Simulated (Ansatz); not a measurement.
# Run report: Hf16HO32 (charge +1), single-point calculation (part 2 of 2)

Hf16HO32 (defect cell, 49 atoms in the cell, total charge +1); DFT PBE, scalar-relativistic, plane waves, PAW, spin-polarised (Ansatz 0.2.0); cutoff 420 eV, 2×2×1 k-mesh, Gaussian smearing of 0.05 eV, collinear spins. The structure derives from a Materials Project entry.

**Output, continued**
```
  atom  48  O     -0.00840566    -0.03928415    -0.06031171
  atom  49  H     -1.36845392    -0.29925707     0.02396591
  max |Σ_I F_I| component: 1.13e-5 eV/Å
--- Band table (eV; the first three rows and the last of 8) ---
  k-point 0 ↑: bands = ["-48.0119", "-47.8196", "-47.7743", "-47.6901", "-47.6817", "-47.6575", "-47.6026", "-47.5701", "-47.4511", "-47.3919", ... 156 levels left out ..., "2.7773", "2.7801", "2.7856", "2.7872", "2.7891", "2.7913", "2.7936", "2.7952", "2.7985", "2.8007", "2.8016", "2.8066", "2.8077", "2.8092", "2.8115", "2.8124", "2.8148", "2.8158", "2.8177", "2.8205", "2.8225", "2.8242", "2.8279", "2.8287", "2.8296", "2.8315", "2.8335", "2.8377", "2.8405",
      "2.8459", "2.8479", "2.8498", "2.8503", "2.8598", "2.8698", "2.8791", "2.8821", "2.8902", "2.8932", "2.9018", "2.9188", "2.9244", "6.7455", "7.1168", "7.3369", "7.4053", "7.6386", "7.8918", "7.9258", "7.9458", "8.1250", "8.2502", "8.3008", "8.3446", "8.4054", "8.4599", "8.4728", "8.6160", "8.6503", "8.7164", "8.7471", "8.7909", "8.8826", "8.9069", "8.9428", "8.9944", "9.0584", "9.0795", "9.1163",
      "9.1417", "9.1640", "9.1819", "9.2185", "9.2400", "9.3166", "9.4838", "9.5645", "9.6443", "9.7118", "9.7986", "9.8319", "9.8754", "9.9007", "9.9122", "9.9488", "10.1407", "10.2164", "10.3189", "10.3352", "10.3632", "10.3688", "10.4260", "10.6292", "10.6921", "10.7484", "10.7626", "10.7894", "10.8439", "10.8700", "10.9003", "10.9570", "10.9709", "11.0044", "11.0334", "11.0440", "11.0641", "11.0766", "11.1281", "11.2113",
      "11.2308", "11.2323", "11.2466", "11.3016", "11.3123", "11.3416", "11.3701", "11.5674", "11.5772", "11.5985", "11.6454", "11.6704", "11.6925", "11.7492", "11.7563", "11.7909", "11.8617", "11.8810", "11.9247", "11.9736", "11.9992", "12.0172", "12.0373", "12.1097", "12.2008", "12.2548", "12.3733", "12.3792", "12.7822", "13.3681", "16.7006", "16.8592", "16.8796", "16.9272", "17.0090", "17.0194", "17.0277", "17.3221", "17.4878", "17.6217",
      "17.8884", "17.9325", "17.9731", "18.0170", "18.0508", "18.1091", "18.1460", "18.1846", "18.3181", "18.3586", "18.3644", "18.3852", "18.4076", "18.4322", "18.4435", "18.4873", "18.5097", "18.5287", "18.5532", "18.8016", "18.9832", "19.0626", "19.1109", "19.1462", "19.1814", "19.1979", "19.2241", "19.2645", "19.2776", "19.4828", "19.5197", "19.5518", "19.6419", "19.7337", "19.7849", "19.7881", "19.8364", "19.9209", "20.7435", "20.7644",
      "20.9653", "21.0867", "21.2262", "21.2680", "21.4696", "21.5636", "21.5986", "21.7859", "21.9958", "22.0626", "22.1413"]
  k-point 1 ↑: bands = ["-48.0119", "-47.8196", "-47.7743", "-47.6901", "-47.6817", "-47.6574", "-47.6026", "-47.5701", "-47.4511", "-47.3919", ... 156 levels left out ..., "2.7830", "2.7843", "2.7852", "2.7875", "2.7886", "2.7912", "2.7947", "2.7955", "2.7993", "2.8009", "2.8017", "2.8077", "2.8085", "2.8093", "2.8110", "2.8118", "2.8146", "2.8150", "2.8196", "2.8202", "2.8227", "2.8261", "2.8267", "2.8282", "2.8288", "2.8308", "2.8356", "2.8390", "2.8400",
      "2.8406", "2.8451", "2.8453", "2.8508", "2.8536", "2.8586", "2.8599", "2.8624", "2.8767", "2.8813", "2.8872", "2.9019", "2.9136", "6.8244", "7.4882", "7.7093", "7.8247", "7.8988", "8.0790", "8.1114", "8.2092", "8.3612", "8.3805", "8.4551", "8.5149", "8.5594", "8.5691", "8.5760", "8.5946", "8.6331", "8.7599", "8.8004", "8.8399", "8.8645", "8.8818", "8.9402", "8.9846", "9.0087", "9.0418", "9.1053",
      "9.1676", "9.1739", "9.2034", "9.2587", "9.2709", "9.3084", "9.3797", "9.3874", "9.4103", "9.4620", "9.4968", "9.6673", "9.7249", "9.9379", "10.0470", "10.0908", "10.1663", "10.1971", "10.2123", "10.2943", "10.3726", "10.3950", "10.4180", "10.4801", "10.5049", "10.5699", "10.6106", "10.6409", "10.6663", "10.7107", "10.7712", "10.8284", "10.8355", "10.9096", "10.9615", "10.9951", "11.0360", "11.0419", "11.0727", "11.1123",
      "11.1422", "11.1703", "11.2017", "11.2250", "11.3293", "11.3400", "11.3671", "11.4162", "11.4915", "11.5102", "11.5789", "11.6158", "11.6527", "11.7201", "11.7752", "11.7877", "11.8084", "11.8645", "11.8811", "11.9307", "11.9482", "11.9897", "12.0144", "12.0613", "12.0957", "12.1241", "12.1495", "12.4289", "12.4768", "13.4912", "17.0600", "17.1928", "17.2788", "17.3253", "17.3859", "17.4799", "17.5076", "17.5545", "17.6016", "17.7115",
      "17.7795", "17.8367", "17.8725", "17.9205", "18.0043", "18.0368", "18.0729", "18.2213", "18.2576", "18.2916", "18.4204", "18.5833", "18.6535", "18.6674", "18.6969", "18.7400", "18.7488", "18.7812", "18.8509", "18.8744", "18.9275", "18.9529", "18.9956", "19.0208", "19.0514", "19.0649", "19.1210", "19.2041", "19.2870", "19.3081", "19.3899", "19.5242", "19.5893", "19.6058", "19.7184", "19.7364", "20.1086", "20.1462", "20.1533", "20.4406",
      "20.6296", "20.9227", "21.1983", "21.4020", "21.4583", "21.7251", "21.9257", "21.9685", "22.0761", "22.1824", "22.2559"]
  k-point 2 ↑: bands = ["-48.0119", "-47.8196", "-47.7743", "-47.6899", "-47.6817", "-47.6575", "-47.6026", "-47.5701", "-47.4511", "-47.3920", ... 156 levels left out ..., "2.7780", "2.7818", "2.7833", "2.7874", "2.7902", "2.7919", "2.7930", "2.7974", "2.7980", "2.8009", "2.8057", "2.8069", "2.8101", "2.8104", "2.8119", "2.8127", "2.8148", "2.8166", "2.8203", "2.8229", "2.8258", "2.8264", "2.8292", "2.8312", "2.8315", "2.8331", "2.8361", "2.8375", "2.8429",
      "2.8436", "2.8444", "2.8463", "2.8484", "2.8494", "2.8588", "2.8643", "2.8684", "2.8735", "2.8775", "2.8792", "2.8914", "2.9206", "6.8740", "7.4637", "7.5347", "7.8591", "7.9009", "8.0485", "8.1872", "8.2776", "8.3261", "8.4282", "8.4799", "8.5048", "8.5133", "8.5705", "8.5896", "8.6548", "8.7018", "8.7352", "8.7590", "8.7863", "8.8300", "8.8724", "8.9078", "8.9473", "8.9862", "9.0483", "9.1252",
      "9.1692", "9.2026", "9.2263", "9.2341", "9.2654", "9.3216", "9.3565", "9.3949", "9.4302", "9.4613", "9.5013", "9.6874", "9.7585", "9.9698", "10.0278", "10.0713", "10.1444", "10.1783", "10.2656", "10.3568", "10.3719", "10.4130", "10.4480", "10.5110", "10.5663", "10.5765", "10.5841", "10.6540", "10.6678", "10.6913", "10.7435", "10.8311", "10.8926", "10.9339", "10.9456", "10.9773", "11.0116", "11.0229", "11.0586", "11.0802",
      "11.1211", "11.1417", "11.1547", "11.3027", "11.3079", "11.3256", "11.4016", "11.4311", "11.4496", "11.5089", "11.5362", "11.6520", "11.6678", "11.7078", "11.7437", "11.7756", "11.8132", "11.8604", "11.8774", "11.9225", "11.9545", "11.9942", "12.0096", "12.0517", "12.0934", "12.1131", "12.1756", "12.4425", "12.4698", "13.4439", "17.0546", "17.2328", "17.2646", "17.3456", "17.3851", "17.3927", "17.4721", "17.5234", "17.6869", "17.7512",
      "17.8031", "17.8416", "17.8926", "17.9502", "17.9730", "18.0242", "18.0805", "18.1861", "18.2453", "18.2888", "18.5591", "18.6149", "18.6326", "18.6673", "18.6837", "18.7247", "18.7604", "18.7891", "18.8390", "18.8872", "18.9153", "18.9695", "18.9842", "19.0016", "19.0581", "19.0687", "19.1088", "19.1472", "19.2918", "19.3200", "19.3770", "19.5105", "19.6036", "19.6382", "19.7260", "19.7371", "20.1038", "20.1346", "20.1615", "20.3761",
      "20.6029", "20.8963", "21.3369", "21.4290", "21.4827", "21.6524", "21.8932", "22.0420", "22.0918", "22.1226", "22.3157"]
  k-point 3 ↓: bands = ["-48.0119", "-47.8196", "-47.7743", "-47.6900", "-47.6817", "-47.6575", "-47.6026", "-47.5701", "-47.4510", "-47.3919", ... 156 levels left out ..., "2.7821", "2.7831", "2.7844", "2.7878", "2.7882", "2.7897", "2.7965", "2.7977", "2.7991", "2.8001", "2.8044", "2.8080", "2.8098", "2.8111", "2.8115", "2.8128", "2.8150", "2.8192", "2.8202", "2.8224", "2.8263", "2.8270", "2.8281", "2.8296", "2.8323", "2.8360", "2.8388", "2.8402", "2.8404",
      "2.8410", "2.8432", "2.8448", "2.8451", "2.8478", "2.8524", "2.8570", "2.8588", "2.8611", "2.8687", "2.8699", "2.8748", "2.8791", "6.9239", "8.0151", "8.0848", "8.2330", "8.2791", "8.3334", "8.3792", "8.4456", "8.4587", "8.4866", "8.5392", "8.5738", "8.5932", "8.6068", "8.6441", "8.6822", "8.7471", "8.7604", "8.8356", "8.8579", "8.8964", "8.9335", "8.9870", "9.0058", "9.0253", "9.1203", "9.1875",
      "9.2664", "9.2954", "9.3285", "9.3741", "9.4145", "9.4767", "9.5045", "9.5663", "9.5745", "9.6459", "9.6778", "9.6995", "9.7432", "9.8147", "9.8187", "9.8628", "9.8733", "9.8959", "9.9270", "9.9544", "9.9693", "9.9892", "10.0062", "10.0147", "10.0242", "10.0451", "10.0832", "10.4571", "10.5465", "10.5913", "10.6303", "10.6513", "10.6783", "10.7686", "10.8210", "10.8563", "10.8723", "11.0494", "11.0803", "11.1404",
      "11.1756", "11.2331", "11.2505", "11.3062", "11.3145", "11.3387", "11.3602", "11.3758", "11.3993", "11.4399", "11.4661", "11.6018", "11.6295", "11.6658", "11.6950", "11.7121", "11.8038", "11.8547", "11.8676", "11.8809", "11.8907", "12.0365", "12.0838", "12.1635", "12.1742", "12.2932", "12.3162", "12.3370", "12.3467", "13.4861", "17.2220", "17.3434", "17.4060", "17.4933", "17.5227", "17.5747", "17.7159", "17.8424", "17.9043", "17.9836",
      "18.0473", "18.0735", "18.1012", "18.1390", "18.2236", "18.3093", "18.3179", "18.3612", "18.3839", "18.4086", "18.4332", "18.4456", "18.4988", "18.5793", "18.6370", "18.6762", "18.7687", "18.8216", "18.9185", "18.9630", "18.9863", "19.0010", "19.0633", "19.0844", "19.0924", "19.1257", "19.1357", "19.2348", "19.2705", "19.2900", "19.3151", "19.3190", "19.3372", "19.3637", "19.4151", "19.4233", "19.8257", "19.8556", "20.7334", "20.9118",
      "21.1709", "21.3277", "21.4110", "21.4688", "21.5426", "21.5736", "21.5917", "21.9196", "22.0376", "22.1986", "22.2626"]
--- Löwdin populations: 49 sites ---
  site symbol       q [e]    m [muB]
     0     Hf     24.5236     0.0000
     1     Hf     24.5266     0.0000
     2     Hf     24.5256     0.0000
     3     Hf     24.5353     0.0000
     4     Hf     24.5321     0.0000
     5     Hf     24.5277     0.0000
     6     Hf     24.5347     0.0000
     7     Hf     24.5331     0.0000
     8     Hf     24.5283     0.0000
     9     Hf     24.5362     0.0000
    10     Hf     24.5257     0.0000
    11     Hf     24.6083     0.0000
    12     Hf     24.5312     0.0000
    13     Hf     24.5533     0.0000
    14     Hf     24.5274     0.0000
    15     Hf     24.5281     0.0000
    16      O      6.6686    -0.0000
    17      O      6.6743    -0.0000
    18      O      6.6709    -0.0000
    19      O      6.5999    -0.0000
    20      O      6.6735    -0.0000
    21      O      6.6501    -0.0000
    22      O      6.6755    -0.0000
    23      O      6.6536    -0.0000
    24      O      6.6693    -0.0000
    25      O      6.6713    -0.0000
    26      O      6.6681    -0.0000
    27      O      6.6356    -0.0000
    28      O      6.6306    -0.0000
    29      O      6.6677    -0.0000
    30      O      6.6638    -0.0000
    31      O      6.6642    -0.0000
    32      O      6.6651    -0.0000
    33      O      6.6591    -0.0000
    34      O      6.6681    -0.0000
    35      O      6.6584    -0.0000
    36      O      6.6626    -0.0000
    37      O      6.6794     0.0000
    38      O      6.6827     0.0000
    39      O      6.6710    -0.0000
    40      O      6.6631    -0.0000
    41      O      6.6671    -0.0000
    42      O      6.6691    -0.0000
    43      O      6.6561     0.0000
    44      O      6.6671    -0.0000
    45      O      6.6098    -0.0000
    46      O      6.6694    -0.0000
    47      O      6.6666    -0.0000
    48      H      0.7882     0.0000
  spilling = 0.002439 (of n_electrons = 608.000000)
--- Bader charges: 49 sites ---
  site symbol  charge [e]  shift [e]    m [muB]
     0     Hf      2.6750     0.0063     0.0000
     1     Hf      2.6748     0.0064     0.0000
     2     Hf      2.6743     0.0063     0.0000
     3     Hf      2.6695     0.0064     0.0000
     4     Hf      2.6698     0.0063     0.0000
     5     Hf      2.6748     0.0064     0.0000
     6     Hf      2.6697     0.0064     0.0000
     7     Hf      2.6686     0.0064     0.0000
     8     Hf      2.6745     0.0064     0.0000
     9     Hf      2.6705     0.0065     0.0000
    10     Hf      2.6747     0.0063     0.0000
    11     Hf      2.6140     0.0057     0.0000
    12     Hf      2.6711     0.0064     0.0000
    13     Hf      2.6610     0.0064     0.0000
    14     Hf      2.6736     0.0062     0.0000
    15     Hf      2.6751     0.0064     0.0000
    16      O     -1.3207     0.0032     0.0000
    17      O     -1.3256     0.0031     0.0000
    18      O     -1.3217     0.0031     0.0000
    19      O     -1.2186     0.0029     0.0000
    20      O     -1.3223     0.0031     0.0000
    21      O     -1.3092     0.0034     0.0000
    22      O     -1.3247     0.0031     0.0000
    23      O     -1.3086     0.0034     0.0000
    24      O     -1.3191     0.0031     0.0000
    25      O     -1.3216     0.0032     0.0000
    26      O     -1.3197     0.0032     0.0000
    27      O     -1.2709     0.0031     0.0000
    28      O     -1.2641     0.0030     0.0000
    29      O     -1.3190     0.0033     0.0000
    30      O     -1.3141     0.0033     0.0000
    31      O     -1.3146     0.0032     0.0000
    32      O     -1.3170     0.0032     0.0000
    33      O     -1.3127     0.0032     0.0000
    34      O     -1.3201     0.0032     0.0000
    35      O     -1.3101     0.0032     0.0000
    36      O     -1.3121     0.0032     0.0000
    37      O     -1.3253     0.0030     0.0000
    38      O     -1.3273     0.0030     0.0000
    39      O     -1.3219     0.0032     0.0000
    40      O     -1.3168     0.0033     0.0000
    41      O     -1.3164     0.0033     0.0000
    42      O     -1.3190     0.0032     0.0000
    43      O     -1.3116     0.0032     0.0000
    44      O     -1.3170     0.0032     0.0000
    45      O     -1.2195     0.0026     0.0000
    46      O     -1.3201     0.0032     0.0000
    47      O     -1.3218     0.0033     0.0000
    48      H      0.1923     0.0000     0.0000
  estimated error of the sums over rays = 5.8e-4 e
```

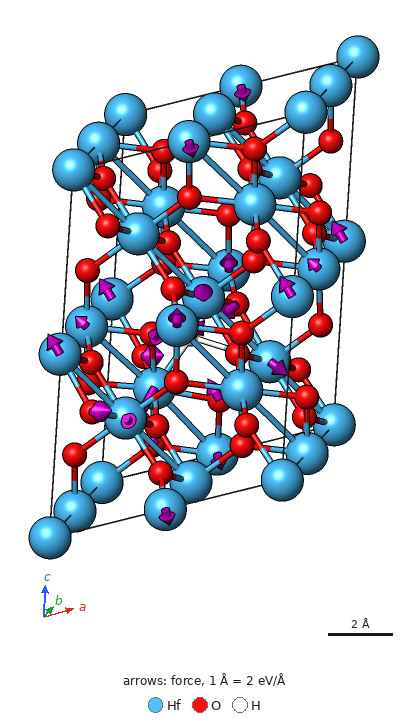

Figure 1. Forces on the atoms as pink arrows (ball-and-stick view of the cell of the calculation, seen slightly off an axis); the smallest are left out. The largest act on Hf12 (3.10 eV/Å); O20 (2.02 eV/Å); O46 (1.81 eV/Å); O29 (1.58 eV/Å), among others. Atoms are counted from 1 in the order of the input and aren't labelled in the picture. The geometry is not a stationary point of this energy.

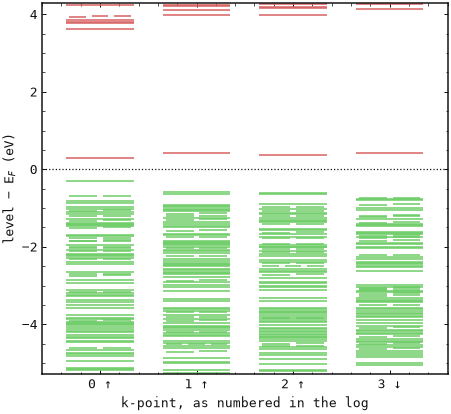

Figure 2. Kohn–Sham levels near the Fermi level (dotted) at the few k-points that the log prints; levels within 0.02 eV of each other stand side by side. Among these points the highest filled and lowest empty levels are 0.59 eV apart, which is the gap on the mesh.
